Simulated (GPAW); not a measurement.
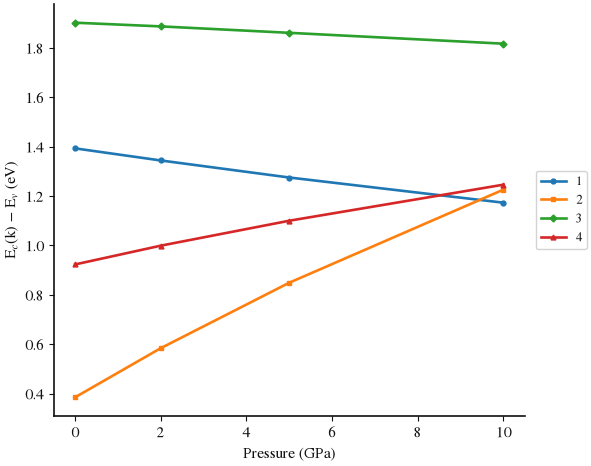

Lowest conduction level at each named k point, counted from the valence-band top at Γ. The curves are numbered.

System: zincblende GaAs, space group F-43m, 2 atoms in the primitive cell. Cell and atoms are relaxed at each pressure; at 0 GPa, cubic a = 5.686 Å. Level of theory: PBEsol, PAW data sets generated in the run's folder for this functional, no spin polarisation, no spin-orbit coupling, 8×8×8 k mesh, 600 eV cutoff, Fermi-Dirac smearing of 0.05 eV; code GPAW 26.7.0.

> Which curve belongs to which k point: K, L, X and Γ?

1 is X; 2 is Γ; 3 is K; 4 is L. Γ rises by 0.85 eV, L rises by 0.33 eV, X falls by 0.22 eV and K falls by 0.08 eV.

> Does the lowest of these conduction levels change place?

Going by straight lines between the points, the lowest is the one at Γ up to about 9.43 GPa and the one at X beyond. With the valence top at Γ, the lowest of these transitions turns from direct to indirect near 9.43 GPa.

Later steps reuse the first step's grids. Spin-orbit coupling is left out, which matters for As. LDA, GGA and most meta-GGA functionals understate gaps. The potentials hold the d shell of Ga in the core, which widens gaps.
